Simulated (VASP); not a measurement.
# Two runs on MoSi₂

System: MoSi₂ (slab, 9 atoms in the cell).
Method of the first run: Kohn-Sham DFT of a periodic cell, LDA, VASP PAW LDA potentials, recommended, no spin polarisation (VASP 6.6.1).

The structure derives from an entry of the Crystallography Open Database. 

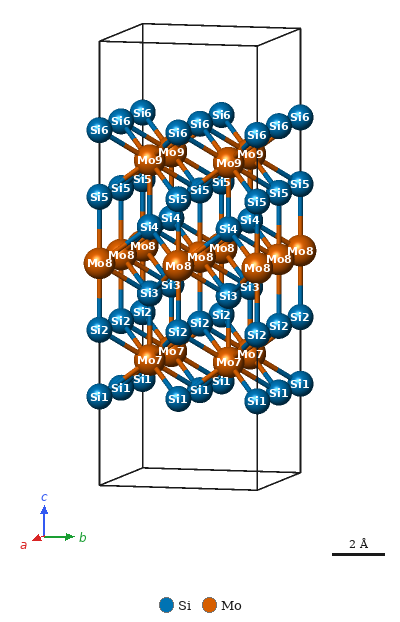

Fig. 1: The starting structure (ball-and-stick view of the 2 × 2 repeat of the cell, with the vacuum cut short, seen slightly off an axis; atoms are numbered from 1 in the order of the input).

INCAR, the first run:
```
SYSTEM = Si2Mo
PREC = Accurate
ENCUT = 520
EDIFF = 1E-6
ISMEAR = -1
SIGMA = 0.05
LREAL = .FALSE.
LASPH = .TRUE.
NELM = 60
ALGO = Normal
ISIF = 2
LWAVE = .FALSE.
LCHARG = .FALSE.
LDIPOL = .TRUE.
IDIPOL = 3
DIPOL = 0.5 0.5 0.500
IBRION = 2
NSW = 40
EDIFFG = -0.01
```

KPOINTS, the first run:
```
regular mesh
0
G
  6 6 1
  0 0 0
```

POSCAR, the first run:
```
Si2Mo
1.0
    3.2000000000      0.0000000000      0.0000000000
    0.0000000000      3.2000000000      0.0000000000
    0.0000000000      0.0000000000     25.4865740000
Si Mo
6 3
Selective dynamics
Direct
    0.0000000000      0.0000000000      0.2942725845  F F F
    0.0000000000      0.0000000000      0.3972905107  F F F
    0.5000000000      0.5000000000      0.4484910369  F F F
    0.5000000000      0.5000000000      0.5515089631  T T T
    0.0000000000      0.0000000000      0.6027094893  T T T
    0.0000000000      0.0000000000      0.7057274155  T T T
    0.5000000000      0.5000000000      0.3457815476  F F F
    0.0000000000      0.0000000000      0.5000000000  T T T
    0.5000000000      0.5000000000      0.6542184524  T T T
```

Launched with:
```bash
cat potpaw_LDA.64/Si/POTCAR potpaw_LDA.64/Mo_sv/POTCAR > POTCAR
mpirun -np 1 vasp_std > vasp.out
```

Hardware: 1 thread of Intel Xeon (Granite Rapids), 128 GiB of memory available, shared host.

OSZICAR and lines of OUTCAR (the first run):
```
N       E                     dE             d eps       ncg     rms          rms(c)
DAV:   1     0.528778130491E+03    0.52878E+03   -0.36032E+04   972   0.147E+03
DAV:   2    -0.506373893744E+02   -0.57942E+03   -0.56650E+03   913   0.380E+02
DAV:   3    -0.767307741767E+02   -0.26093E+02   -0.25189E+02  1024   0.689E+01
DAV:   4    -0.775604501731E+02   -0.82968E+00   -0.82186E+00  1112   0.114E+01
DAV:   5    -0.775829264735E+02   -0.22476E-01   -0.22418E-01  1090   0.180E+00    0.351E+01
DAV:   6    -0.749055097932E+02    0.26774E+01   -0.27741E+01   932   0.243E+01    0.947E+00
DAV:   7    -0.772601237151E+02   -0.23546E+01   -0.30159E+01   990   0.253E+01    0.130E+01
[...]
DAV:   6    -0.739828191416E+02    0.22842E-05   -0.13881E-05  1009   0.217E-02    0.896E-03
DAV:   7    -0.739828196465E+02   -0.50493E-06   -0.36827E-06   693   0.106E-02
  10 F= -.73982820E+02 E0= -.73964907E+02  d E =-.188394E-03
       N       E                     dE             d eps       ncg     rms          rms(c)
DAV:   1    -0.739828083641E+02    0.10778E-04   -0.51059E-03   801   0.494E-01    0.148E-02
DAV:   2    -0.739828968505E+02   -0.88486E-04   -0.53699E-04   920   0.109E-01    0.423E-02
DAV:   3    -0.739828346081E+02    0.62242E-04   -0.46433E-04   971   0.712E-02    0.146E-02
DAV:   4    -0.739828281044E+02    0.65037E-05   -0.32712E-05   849   0.209E-02    0.510E-03
DAV:   5    -0.739828282662E+02   -0.16180E-06   -0.22609E-06   686   0.746E-03
  11 F= -.73982828E+02 E0= -.73964897E+02  d E =-.197014E-03
[... from OUTCAR:]
  free energy    TOTEN  =       -73.98282827 eV
  energy without entropy =      -73.94696531  energy(sigma->0) =      -73.96489679
 E-fermi :   3.0755     XC(G=0):  -6.6123     alpha+bet : -9.1439
  free  energy   TOTEN  =       -73.9828282662 eV
  energy  without entropy=      -73.9469653062  energy(sigma->0) =      -73.96489679
```

For the second run the input was changed thus:
```diff
+GGA = 91
```

How does the second run compare with the first run?

The total energies belong to different methods, so their difference says nothing on which is more stable or more accurate. The largest force goes from 1.105 to 0.609 eV/Å. The SCF takes 76 iterations over all geometry steps against 128. On the same kind of shared host the second run took about 0.59 times as long.

OSZICAR and lines of OUTCAR (the second run):
```
N       E                     dE             d eps       ncg     rms          rms(c)
DAV:   1     0.503130630691E+03    0.50313E+03   -0.36366E+04   988   0.147E+03
DAV:   2    -0.438577131443E+02   -0.54699E+03   -0.53568E+03   929   0.364E+02
DAV:   3    -0.687971046016E+02   -0.24939E+02   -0.23896E+02  1016   0.652E+01
DAV:   4    -0.697558813230E+02   -0.95878E+00   -0.94765E+00  1128   0.114E+01
DAV:   5    -0.697797573911E+02   -0.23876E-01   -0.23769E-01  1066   0.171E+00    0.341E+01
DAV:   6    -0.671542137656E+02    0.26255E+01   -0.28575E+01   924   0.236E+01    0.895E+00
DAV:   7    -0.691966516093E+02   -0.20424E+01   -0.27004E+01   982   0.227E+01    0.113E+01
[...]
DAV:   1    -0.662600268660E+02    0.50113E-08   -0.29572E-05   843   0.301E-02    0.368E-03
DAV:   2    -0.662600275936E+02   -0.72762E-06   -0.41140E-06   720   0.975E-03
   7 F= -.66260028E+02 E0= -.66241337E+02  d E =-.151670E-03
       N       E                     dE             d eps       ncg     rms          rms(c)
DAV:   1    -0.662600210700E+02    0.57960E-05   -0.63683E-03   780   0.447E-01    0.133E-02
DAV:   2    -0.662601849025E+02   -0.16383E-03   -0.86081E-04   909   0.124E-01    0.563E-02
DAV:   3    -0.662600417994E+02    0.14310E-03   -0.67606E-04  1009   0.846E-02    0.695E-03
DAV:   4    -0.662600421570E+02   -0.35763E-06   -0.12559E-05   806   0.156E-02    0.505E-03
DAV:   5    -0.662600422123E+02   -0.55265E-07   -0.97833E-07   580   0.531E-03
   8 F= -.66260042E+02 E0= -.66241357E+02  d E =-.146187E-04
[... from OUTCAR:]
  free energy    TOTEN  =       -66.26004221 eV
  energy without entropy =      -66.22267151  energy(sigma->0) =      -66.24135686
 E-fermi :   3.1419     XC(G=0):  -6.5914     alpha+bet : -9.1056
  free  energy   TOTEN  =       -66.2600422123 eV
  energy  without entropy=      -66.2226715129  energy(sigma->0) =      -66.24135686
```

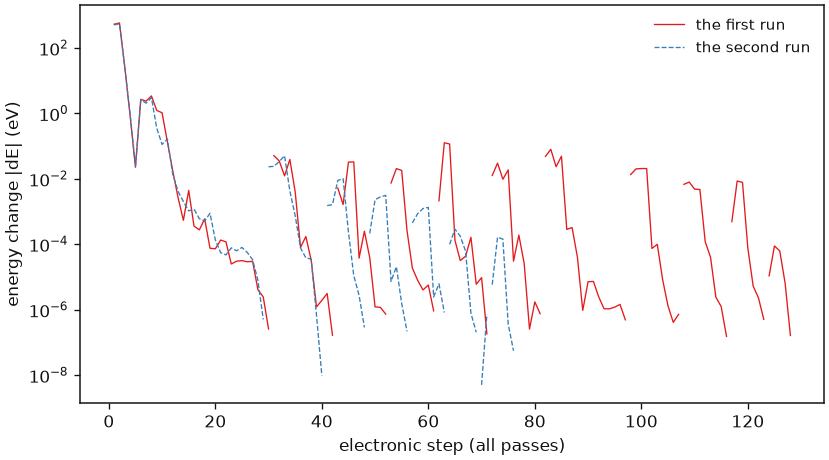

Fig. 2: Convergence of the two runs: energy change |dE| against the electronic step. A break in a curve parts two SCF passes. The first run takes 128 steps in all, and the second run takes 76.

The two runs side by side:

```tsv
quantity	the first run	the second run
outcome	converged	converged
free energy per atom (eV)	−8.2203	−7.3622
energy per atom, smearing taken to zero (eV)	−8.2183	−7.3602
gap on the mesh (eV)	0.00	0.00
largest force (eV/Å)	1.105	0.609
SCF iterations	128	76
irreducible k-points	10	10
```
